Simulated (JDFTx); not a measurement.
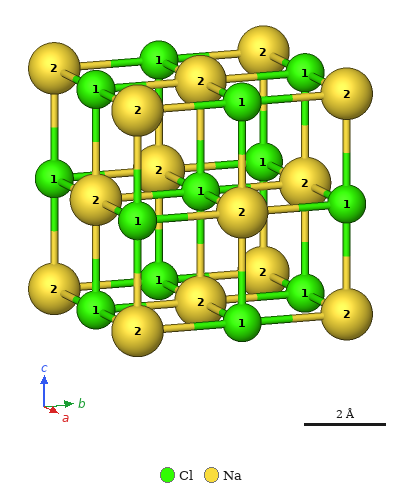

**Figure 1.** The structure (ball-and-stick view of the cell 4 times as large as that of the calculation, set on its symmetry axes, seen slightly off an axis; atoms are numbered from 1 in the order of the input). Near neighbours in the crystal (not all of them lie inside the picture): Cl has 6 Na at 2.79 Å; Na has 6 Cl at 2.79 Å.

Band-structure run, with input and output: NaCl

NaCl (Fm-3m, 2 atoms in the cell), computed with Kohn-Sham DFT of a periodic cell, TASK, SG15-PBE-1.2, no spin polarisation (JDFTx 1.7.0 (patched build)).

The structure derives from a Materials Project entry.

### Log
```
*************** JDFTx 1.7.0 (patched build) ***************

Input parsed successfully to the following command list (including defaults):
[... the input with its defaults ...]

---------- Initializing the Grid ----------
R =
[            0      5.28001      5.28001  ]
[      5.28001            0      5.28001  ]
[      5.28001      5.28001            0  ]
unit cell volume = 294.398
G =
[  -0.594997   0.594997   0.594997  ]
[   0.594997  -0.594997   0.594997  ]
[   0.594997   0.594997  -0.594997  ]
Minimum fftbox size, Smin = [  64  64  64  ]
Chosen fftbox size, S = [  64  64  64  ]

---------- Initializing tighter grid for wavefunction operations ----------
R =
[            0      5.28001      5.28001  ]
[      5.28001            0      5.28001  ]
[      5.28001      5.28001            0  ]
unit cell volume = 294.398
G =
[  -0.594997   0.594997   0.594997  ]
[   0.594997  -0.594997   0.594997  ]
[   0.594997   0.594997  -0.594997  ]
Minimum fftbox size, Smin = [  44  44  44  ]
Chosen fftbox size, S = [  48  48  48  ]

---------- Exchange Correlation functional ----------
Initialized LibXC exchange functional 'TASK exchange of Aschebrock and Kuemmel'
Initialized LibXC correlation functional 'Perdew & Wang'

---------- Setting up pseudopotentials ----------
Width of ionic core gaussian charges (only for fluid interactions / plotting) set to 0

Reading pseudopotential file 'pseudo/Cl.upf':
  'Cl' pseudopotential, 'PBE' functional
  Generated using ONCVPSP code by D. R. Hamann
  7 valence electrons, 0 orbitals, 4 projectors, 602 radial grid points, with lMax = 1
  Core radius for overlap checks: 2.06 bohrs.

Reading pseudopotential file 'pseudo/Na.upf':
  'Na' pseudopotential, 'PBE' functional
  Generated using ONCVPSP code by D. R. Hamann
  9 valence electrons, 0 orbitals, 4 projectors, 602 radial grid points, with lMax = 1
  Core radius for overlap checks: 2.01 bohrs.

Initialized 2 species with 2 total atoms.

Folded 50 k-points by 1x1x1 to 50 k-points.

---------- Setting up k-points, bands, fillings ----------
No reducable k-points.
Computing the number of bands and number of electrons
Calculating initial fillings.
nElectrons:  16.000000   nBands: 14   nStates: 50

----- Setting up reduced wavefunction bases (one per k-point) -----
average nbasis = 3555.860 , ideal nbasis = 3557.290

---------- Setting up ewald sum ----------
Optimum gaussian width for ewald sums = 2.398091 bohr.
Real space sum over 1331 unit cells with max indices [  5  5  5  ]
Reciprocal space sum over 2197 terms with max indices [  6  6  6  ]

---------- Allocating electronic variables ----------
Reading n from file 'run.n' ... done
Reading tau from file 'run.tau' ... done
Initializing wave functions:  (No orbitals for LCAO)  bandwidth-limited random numbers

----------- Band structure minimization -------------
Minimization will be done independently for each quantum number.

---- Minimization of quantum number:     0  [ +0.0000000 +0.0000000 +0.0000000 ]  0.040000000 ----
BandDavidson: Iter:   0  Eband: +0.255958658756267
BandDavidson: Iter:   1  Eband: +0.059647480287723  dEband: -1.963112e-01
BandDavidson: Iter:   2  Eband: -0.026474262102380  dEband: -8.612174e-02
BandDavidson: Iter:   3  Eband: -0.048344250478071  dEband: -2.186999e-02
[... 708 lines of inner loops ...]
BandDavidson: Iter:  10  Eband: -0.041502186890300  dEband: -1.149396e-06
BandDavidson: Iter:  11  Eband: -0.041502492615111  dEband: -3.057248e-07
BandDavidson: Converged (dEband<1.000000e-06)
	FillingsUpdate:  mu: +0.100000000  nElectrons: 16.000000

Dumping 'bands.eigStats' ...
	eMin: -1.907419 at state 21 ( [ +0.083333 +0.083333 +0.083333 ] spin 0 )
	HOMO: +0.035221 at state 20 ( [ +0.000000 +0.000000 +0.000000 ] spin 0 )
	mu  : +0.100000
	LUMO: +0.349695 at state 20 ( [ +0.000000 +0.000000 +0.000000 ] spin 0 )
	eMax: +0.748023 at state 8 ( [ +0.500000 +0.083333 -0.416667 ] spin 0 )
	HOMO-LUMO gap: +0.314475
	Optical gap  : +0.314475 at state 20 ( [ +0.000000 +0.000000 +0.000000 ] spin 0 )
Done!
```

This output came from the following input.

### Input
```
lattice Face-Centered Cubic 10.5600285127
coords-type Lattice
ion Cl     0.5000000000     0.5000000000     0.5000000000 1
ion Na     0.0000000000     0.0000000000     0.0000000000 1

ion-species pseudo/Cl.upf
ion-species pseudo/Na.upf
elec-cutoff 40 320
elec-ex-corr mgga-x-task lda-c-pw
elec-smearing Fermi 0.0018374661
elec-n-bands 14
electronic-minimize nIterations 30 energyDiffThreshold 1e-06
davidson-band-ratio 1.3
forces-output-coords Cartesian
include path.kpoints
symmetries none
fix-electron-density run.$VAR

dump-name bands.$VAR
dump End Ecomponents EigStats BandEigs Kpoints Forces
```

### File path.kpoints
```
kpoint +0.0000000000 +0.0000000000 +0.0000000000 0.020000000000
kpoint +0.0714285714 +0.0000000000 +0.0714285714 0.020000000000
kpoint +0.1428571429 +0.0000000000 +0.1428571429 0.020000000000
kpoint +0.2142857143 +0.0000000000 +0.2142857143 0.020000000000
kpoint +0.2857142857 +0.0000000000 +0.2857142857 0.020000000000
kpoint +0.3571428571 +0.0000000000 +0.3571428571 0.020000000000
kpoint +0.4285714286 +0.0000000000 +0.4285714286 0.020000000000
kpoint +0.5000000000 +0.0000000000 +0.5000000000 0.020000000000
kpoint +0.5000000000 +0.0833333333 +0.5833333333 0.020000000000
kpoint +0.5000000000 +0.1666666667 +0.6666666667 0.020000000000
kpoint +0.5000000000 +0.2500000000 +0.7500000000 0.020000000000
kpoint +0.4375000000 +0.3125000000 +0.7500000000 0.020000000000
kpoint +0.3750000000 +0.3750000000 +0.7500000000 0.020000000000
kpoint +0.3281250000 +0.3281250000 +0.6562500000 0.020000000000
kpoint +0.2812500000 +0.2812500000 +0.5625000000 0.020000000000
kpoint +0.2343750000 +0.2343750000 +0.4687500000 0.020000000000
kpoint +0.1875000000 +0.1875000000 +0.3750000000 0.020000000000
kpoint +0.1406250000 +0.1406250000 +0.2812500000 0.020000000000
kpoint +0.0937500000 +0.0937500000 +0.1875000000 0.020000000000
kpoint +0.0468750000 +0.0468750000 +0.0937500000 0.020000000000
kpoint +0.0000000000 +0.0000000000 +0.0000000000 0.020000000000
kpoint +0.0833333333 +0.0833333333 +0.0833333333 0.020000000000
kpoint +0.1666666667 +0.1666666667 +0.1666666667 0.020000000000
kpoint +0.2500000000 +0.2500000000 +0.2500000000 0.020000000000
kpoint +0.3333333333 +0.3333333333 +0.3333333333 0.020000000000
kpoint +0.4166666667 +0.4166666667 +0.4166666667 0.020000000000
kpoint +0.5000000000 +0.5000000000 +0.5000000000 0.020000000000
kpoint +0.5250000000 +0.4500000000 +0.5250000000 0.020000000000
kpoint +0.5500000000 +0.4000000000 +0.5500000000 0.020000000000
kpoint +0.5750000000 +0.3500000000 +0.5750000000 0.020000000000
kpoint +0.6000000000 +0.3000000000 +0.6000000000 0.020000000000
kpoint +0.6250000000 +0.2500000000 +0.6250000000 0.020000000000
kpoint +0.5625000000 +0.2500000000 +0.6875000000 0.020000000000
kpoint +0.5000000000 +0.2500000000 +0.7500000000 0.020000000000
kpoint +0.5000000000 +0.2916666667 +0.7083333333 0.020000000000
kpoint +0.5000000000 +0.3333333333 +0.6666666667 0.020000000000
kpoint +0.5000000000 +0.3750000000 +0.6250000000 0.020000000000
kpoint +0.5000000000 +0.4166666667 +0.5833333333 0.020000000000
kpoint +0.5000000000 +0.4583333333 +0.5416666667 0.020000000000
kpoint +0.5000000000 +0.5000000000 +0.5000000000 0.020000000000
kpoint +0.4791666667 +0.4791666667 +0.5416666667 0.020000000000
kpoint +0.4583333333 +0.4583333333 +0.5833333333 0.020000000000
kpoint +0.4375000000 +0.4375000000 +0.6250000000 0.020000000000
kpoint +0.4166666667 +0.4166666667 +0.6666666667 0.020000000000
kpoint +0.3958333333 +0.3958333333 +0.7083333333 0.020000000000
kpoint +0.3750000000 +0.3750000000 +0.7500000000 0.020000000000
kpoint +0.6250000000 +0.2500000000 +0.6250000000 0.020000000000
kpoint +0.5833333333 +0.1666666667 +0.5833333333 0.020000000000
kpoint +0.5416666667 +0.0833333333 +0.5416666667 0.020000000000
kpoint +0.5000000000 +0.0000000000 +0.5000000000 0.020000000000
```

Run as:
```bash
jdftx -c 1 -i bands.in -o bands.out
```

### Summary

- outcome: converged
- space group (tolerance 0.01 Å): Fm-3m (225)
- electrons treated: 16
- gap on the band path: 8.56 eV
- hardware: 1 thread of Arm Neoverse V1, 24 GiB of memory available, shared host
- wall time: 2.8 min
- peak memory: 0.11 GiB

### Remarks

Points of doubt noted for this run: metagga forces on grid.
